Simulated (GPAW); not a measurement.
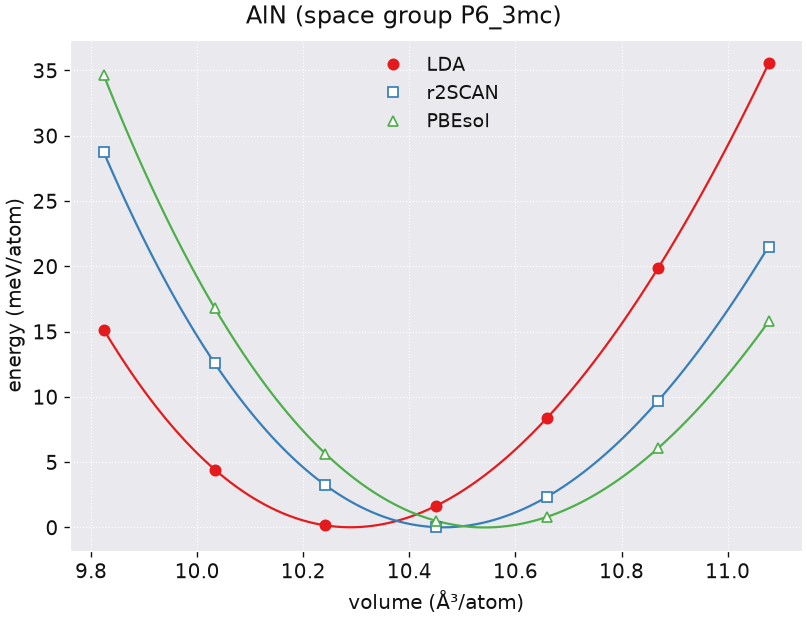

The picture above shows the energy against volume, with one curve for each functional, for AlN (space group P6_3mc).

Method: PAW DFT in plane waves, on a grid or in atomic orbitals, no spin polarisation; energies at scaled volumes of the given cell, shape and fractions fixed, counted from the fit's minimum, third-order Birch-Murnaghan fit (GPAW 26.7.0). All runs: no spin polarisation.

- occupations: Fermi–Dirac
- smearing width: 0.05 eV
- wave cutoff: 800 eV

Settings that differ: LDA: k mesh 8×8×5, potentials GPAW-PAW-data-sets-(gpaw-data-1.2.1); r2SCAN: k mesh 8×8×5, potentials GPAW-PAW-data-sets-(gpaw-data-1.2.1); PBEsol: k mesh 10×10×6, potentials PAW-data-sets-made-by gpaw-setup-for-the-functional.

Order the curves by fitted equilibrium volume, smallest first.

LDA 10.289, r2SCAN 10.464, PBEsol 10.542 Å³/atom.

Note: the fit and the printed pressures don't fully agree, or the minimum lies near the end of the range (r2SCAN); shape and atomic fractions are frozen while scaling, which makes layered, chain and framework solids too stiff.

The computed values:

LDA:
```csv
volume (Å³/atom),energy (meV/atom)
9.82,15.13
10.03,4.43
10.24,0.16
10.45,1.64
10.66,8.37
10.87,19.90
11.08,35.58
```

r2SCAN:
```csv
volume (Å³/atom),energy (meV/atom)
9.82,28.79
10.03,12.60
10.24,3.27
10.45,0.01
10.66,2.30
10.87,9.69
11.08,21.51
```

PBEsol:
```csv
volume (Å³/atom),energy (meV/atom)
9.82,34.62
10.03,16.79
10.24,5.65
10.45,0.49
10.66,0.81
10.87,6.10
11.08,15.82
```
